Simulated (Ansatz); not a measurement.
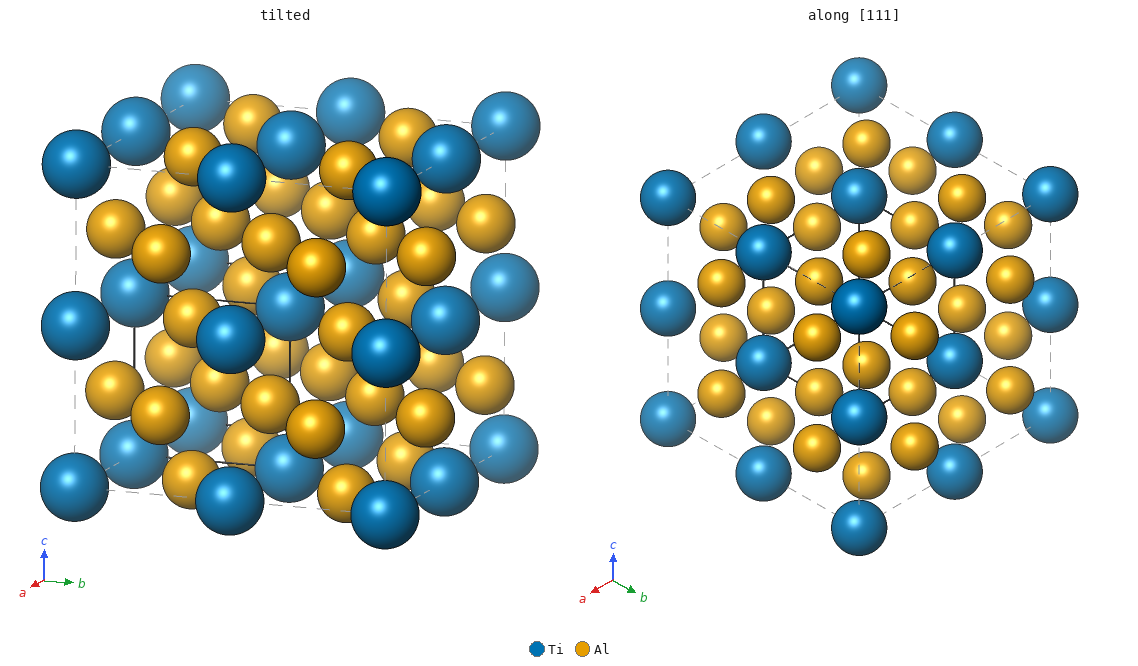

We look at a spheres-only model of the crystal slightly off an axis and along [111]. A block of 2×2×2 cells is shown, with one unit cell in solid outline.

In words:

- Its composition is TiAl₃.
- The structure is triclinic, space group P1.
- It is a distorted form of a primitive cubic structure, space group Pm-3m (No. 221) within 0.60 Å: Cu₃Au (L1₂) type.
- With Z = 1, the cell contains 1 Ti, 3 Al.

The structure was taken from a structure listed in the Materials Project. The cell was then strained or its atoms displaced on purpose. Ansatz was used for an electronic-structure calculation on it.

At this level of theory the cell isn't at rest (forces up to 1.7 eV/Å), so its distances can differ from those at equilibrium, the more so the softer the solid.
